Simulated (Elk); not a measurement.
# Site moment and metallic character of cubic RbVF3 against added charge in LDA+U

The spin moment on V and the metallic or insulating character of cubic RbVF3 are calculated with LDA+U for electrons removed from or added to the cell. Charge is counted per V atom from the neutral compound, and a uniform background balances it. The question is whether carriers change the local moment, make the compound a metal, or do both. This matters wherever a magnetic insulator is to be doped or gated, because the carriers may either carry the spin of the magnetic ion or dilute it. The cell and the atomic positions are fixed, so the response is that of the electrons alone. All tabled moments belong to parallel order, which need not be the ground state.

## Computational details

One system, RbVF3 (cubic perovskite, Pm-3m), 5 atom(s) a primitive cell, from measured cells of the Crystallography Open Database. Elk 11.2.3, all-electron APW+lo with RKmax 7, scalar-relativistic valence, Fermi-Dirac smearing of 0.14 eV, k meshes whose coarsest spacing along a reciprocal vector is 0.25 1/Å over all runs (2π included). Functional: LDA with Hubbard U (eV) V 4.1 (J 0.9); collinear spins, no spin-orbit coupling. Atoms stay at fixed fractions of the cell and the mesh divisions are held. At each point the moments on V are started parallel and without spin polarisation. Runs that did not converge or carry a known fault are not listed.

Notes on method and selection:

- Each state is what a run reaches from typed starting moments; only the parallel order and a state without spin polarisation were started, so the state tabled need not be the ground state. A magnetic atom is one that was given a starting moment.
- Site moments count the spin inside each program's own atomic sphere, so they depend somewhat on its radius and leave out the spin between the spheres.
- Under a Hubbard U the orbital state was not searched.
- A measured moment is set beside the table only where the run ends ferromagnetic and the measured order is ferromagnetic too.
- Runs that did not converge, have known faults or may not be shown are not listed, and runs on Ansatz's PAW sets soft_1 and soft_2 are kept to separate tables.

Columns:

- added charge (e per magnetic atom): electrons added per magnetic atom (negative: removed), balanced by a uniform background.
- net moment (μB): net spin moment of that run per magnetic atom.
- character: metal or insulator in the run from the parallel start, judged by its smearing entropy or density of states at the Fermi energy (a gap under a few smearing widths counts as a metal).
- moment (μB): largest site spin moment reached from the parallel start.

Input lines of one member:

```
tasks
  0
xctype
  3
rgkmax
  7.0
nempty
  12
swidth
  0.005
spinpol
  .true.
ngridk
  6 6 6
dft+u
  1 1
  2 2 0.150672 0.033074
```

Command (options for logging and memory left out): `elk`

## Numbers

```
member  added charge (e per magnetic atom)  net moment (μB)  character  moment (μB)
−0.4 e  −0.4                                2.60             metal      2.256
−0.2 e  −0.2                                2.80             metal      ?
+0 e    0.0                                 3.00             insulator  2.527
+0.2 e  0.2                                 3.10             metal      2.571
+0.4 e  0.4                                 3.21             metal      2.635
```

Cells marked ? are withheld until the estimate has been made.

Least-squares fits to the members shown, with x = added charge (e per magnetic atom); R² and errors in the fitted variable (y, or ln y where the fit is in ln y):

```
y            members  fit                   R²    rms residual  leave-one-out rms  the same for the mean of the others
moment (μB)  4        y = 2.473 + 0.4753 x  0.95  0.033         0.095              0.19
```

## The trend and its physics

The neutral compound is an insulator with a net moment of 3.00 μB per V atom, as expected for V²⁺ with three parallel electrons filling the majority t2g levels. Every charged member is a metal. Electron counting requires this: a band gap at the Fermi energy needs a whole number of electrons per cell, and a cell with one V atom and a fractional charge cannot supply it. Carriers trapped on some V atoms, with a local distortion around them, could keep a real sample insulating, but a single-V cell with fixed atoms excludes such a state.

The net moment responds differently on the two sides. Removing 0.4 electrons lowers it by 3.00 − 2.60 = 0.40 μB, one μB per electron, so the holes are fully spin-polarised, as they should be at the top of a filled majority t2g band. Adding 0.4 electrons raises it by only 3.21 − 3.00 = 0.21 μB, or 0.21 / 0.4 = 0.53 μB per electron. Both spin channels therefore take up charge, about three quarters of it in the majority channel. Majority eg states filling together with minority t2g states would give such a division, and so would broad, weakly polarised conduction states.

The moment inside the V sphere follows the same pattern with smaller steps. It falls by 2.527 − 2.256 = 0.271 μB when 0.4 electrons are removed and rises by 2.635 − 2.527 = 0.108 μB when 0.4 are added. The sphere thus accounts for 0.271 / 0.40 = 0.68 of the net change on the hole side and 0.108 / 0.21 = 0.51 on the electron side. The remainder lies on F or between the spheres, which fits V–F hybridisation and, for added electrons, more extended states.

## Estimating the withheld member

Plain estimates from the members shown:

- −0.2 e, fit at x = −0.2: 2.378 μB
- −0.2 e, straight-line interpolation between −0.4 e and +0 e: w = (−0.2 − (−0.4)) / (0.0 − (−0.4)) = 0.500, so 2.256 + 0.500 × (2.527 − 2.256) = 2.391 μB

The straight-line interpolation between −0.4 e and the neutral cell is the better of the two plain estimates for −0.2 e. The least-squares line runs through both the hole and the electron side, although the slope changes at the neutral compound where the gap is crossed. At zero charge it gives 2.473 μB against the calculated 2.527 μB, a miss of 2.527 − 2.473 = 0.054 μB right beside the member sought.

The net moment supports a straight line on the hole side. At −0.2 e it is 2.80 μB, exactly midway between its neighbours, (2.60 + 3.00) / 2 = 2.80, so the holes are fully spin-polarised at both charges, as expected if they enter the same majority band. If the share of the spin held in the V sphere also changes evenly, the site moment is 2.256 + 0.500 × (2.527 − 2.256) = 2.391 μB. No other column calls for a shift from this value.

The same route can be tried at +0.2 e, between the neutral cell and +0.4 e. It gives 2.527 + 0.500 × (2.635 − 2.527) = 2.581 μB, against 2.571 μB in the table, a miss of 0.010 μB. That miss is taken as the standard deviation. It rests on one trial, made on the side where the carriers enter different states.

**Committed estimate, −0.2 e: moment = 2.39 ± 0.01 μB.**

## Check

```
member  added charge (e per magnetic atom)  net moment (μB)  character  moment (μB)
−0.2 e  −0.2                                2.80             metal      2.392
```

```
member  estimate       moment (μB)  computed  estimate − computed  miss in error bars
−0.2 e  committed      2.390        2.392     −0.002               0.2
−0.2 e  fit            2.378        2.392     −0.014
−0.2 e  interpolation  2.391        2.392     −0.001
```

moment (μB) against added charge (e per magnetic atom):

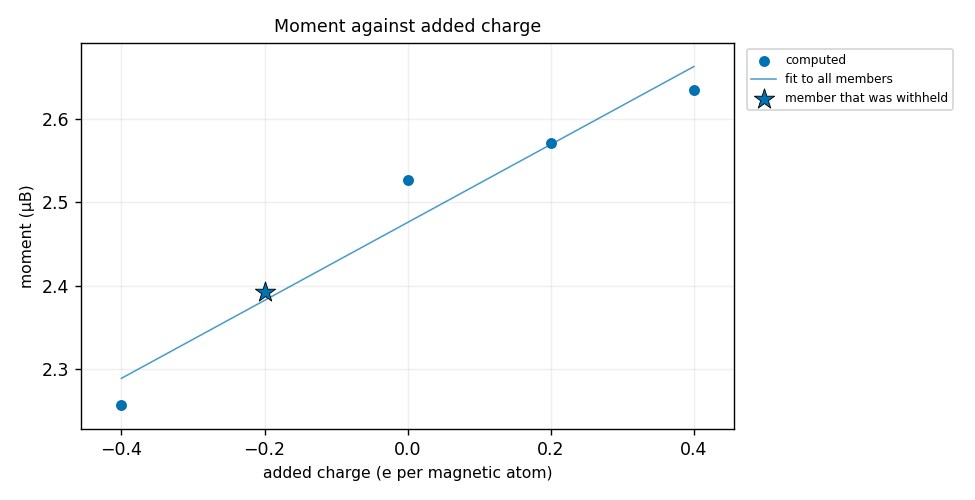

The computed 2.392 μB lies well inside the error bar of the estimate, 2.39 ± 0.01 μB, which is 0.002 μB too low. It is the rounded straight-line interpolation, which itself misses by 0.001 μB, while the least-squares line misses by 0.014 μB. The error bar, borrowed from the electron side, was wider than the hole side needed.

The result supports the argument that holes keep entering the same majority t2g band. The site moment falls by 2.527 − 2.392 = 0.135 μB for the first 0.2 electrons removed and by 2.392 − 2.256 = 0.136 μB for the next 0.2. The V sphere loses more spin than charge, because some minority-spin charge flows back into it. An adjustment of the V–F hybridisation to the hole, with the atoms held fixed, is the likely reason.

Of the two pictures offered earlier for added electrons, filling of minority t2g states on V is to be dropped. Most of the added charge lies between the atomic spheres, and the V sphere gains no minority-spin charge. The weaker rise of the net moment therefore comes from broad, only partly polarised conduction states.

## Exceptions

Least-squares fits to the whole series, with x = added charge (e per magnetic atom); R² and errors in the fitted variable (y, or ln y where the fit is in ln y):

```
y            members  fit                   R²    rms residual  leave-one-out rms  the same for the mean of the others
moment (μB)  5        y = 2.476 + 0.4685 x  0.95  0.030         0.057              0.17
```

Largest departures from the fit to the whole series:

```
member  moment (μB)  fit    computed − fit  in rms residuals
+0 e    2.527        2.476  +0.051          1.7
−0.4 e  2.256        2.289  −0.033          1.1
+0.4 e  2.635        2.663  −0.028          0.9
−0.2 e  2.392        2.382  +0.010          0.3
```

The neutral member lies farthest from the straight line, 0.051 μB above it or 1.7 rms residuals. The two end members lie below it, by 0.033 μB at −0.4 e and 0.028 μB at +0.4 e. This pattern of signs is that of a bend at zero charge, so the departures reflect the shape of the fit and no fault in a single run.

The bend has a plain electronic cause. On the hole side the site moment changes by (2.527 − 2.256) / 0.4 = 0.68 μB per electron, as charge leaves the filled majority t2g band. On the electron side it changes by only (2.635 − 2.527) / 0.4 = 0.27 μB per electron, because the carriers enter conduction states beyond the gap that have much of their weight outside the V sphere. A single line takes a slope between these two values, 0.47 μB per electron, and so passes below the point where the two branches meet.

## Summary

Carriers do both: they change the V moment and make the compound a metal, by moving the Fermi level into a band. Among the five members from −0.4 to +0.4 electrons per V atom, the neutral cell is the only insulator, and the V moment grows with added charge at a different rate on each side. Interpolation within one side missed by 0.001 μB for holes and 0.010 μB for electrons, so a further member inside the range can be expected to within about 0.01 μB.

For hole doping, one hole per ten V atoms lowers the net moment by 0.1 × (3.00 − 2.60) / 0.4 = 0.10 μB per V atom, or 0.10 / 3.00 = 3 % of the ferromagnetic magnetisation.

Two omitted effects exceed the spread of the table. Antiparallel order would cancel the net moment, a loss of about 3 μB per V atom, while leaving sizeable site moments. A hole trapped on one V atom by a local distortion would lower that atom's spin by roughly 1 μB and could keep the doped crystal insulating.

[Logs are printed without paths, hosts, clocks, repeated set-up lines and the standing remarks that a program may print on its own settings, such as how far it seeks lower states.]
